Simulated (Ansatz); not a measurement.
Input

```
crystal:
  lattice:
    - [3.7711, 0.0, 0.0]
    - [-1.88555, 3.2658684002, 0.0]
    - [0.0, 0.0, 11.1487]
  atoms:
    - { symbol: La, position: [0.0, 0.0, 0.0] }
    - { symbol: La, position: [0.0, 0.0, 0.5] }
    - { symbol: La, position: [0.3333333333, 0.6666666667, 0.25] }
    - { symbol: La, position: [0.6666666667, 0.3333333333, 0.75] }
basis:
  ecutwfc: 420
kpoints:
  mp_grid: { grid: [12, 12, 4] }
hamiltonian:
  xc: pbesol
scf:
  occupations: { method: gaussian, width: 0.15 }
output:
  forces: true
  stress: true
  eigenvalues: true
  write_density: true
  write_potential: true
  elf: true
  volumetric_format: npy
```

Command:

```sh
ansatz run input.yaml --threads 4 --pin off --max-ram 10240MiB --backend cpu --events-out ev --progress --plain --runs-dir out
```

Below, planes, directions and counts refer to the conventional cell (a = 3.77 Å, b = 3.77 Å, c = 11.15 Å, α = 90.00°, β = 90.00°, γ = 120.00°).

Space group P6₃/mmc; a generated structure, not necessarily the stable one; built by placing these elements on a known structure type.

The calculation used DFT PBEsol, scalar-relativistic, plane waves, PAW in Ansatz.

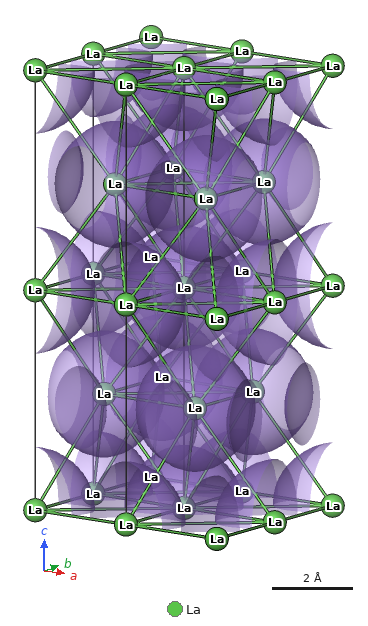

La. Isosurface of the valence electron density at 0.15 e/Å³ (purple), seen slightly off an axis. Sticks mark near contacts.

Question: What does this surface tell about the bonding?

Answer: At this value the density breaks into separate islands; it holds about 80 % of the electrons treated as valence (semicore included). It bridges none of the near contacts. It is pinched off along the shortest La–La (3.54 Å) and La–La (3.77 Å) contacts. On the grid the lowest density along these lines, outside the cores, is 0.12 e/Å³ (La–La, 3.54 Å) and 0.1 e/Å³ (La–La, 3.77 Å).
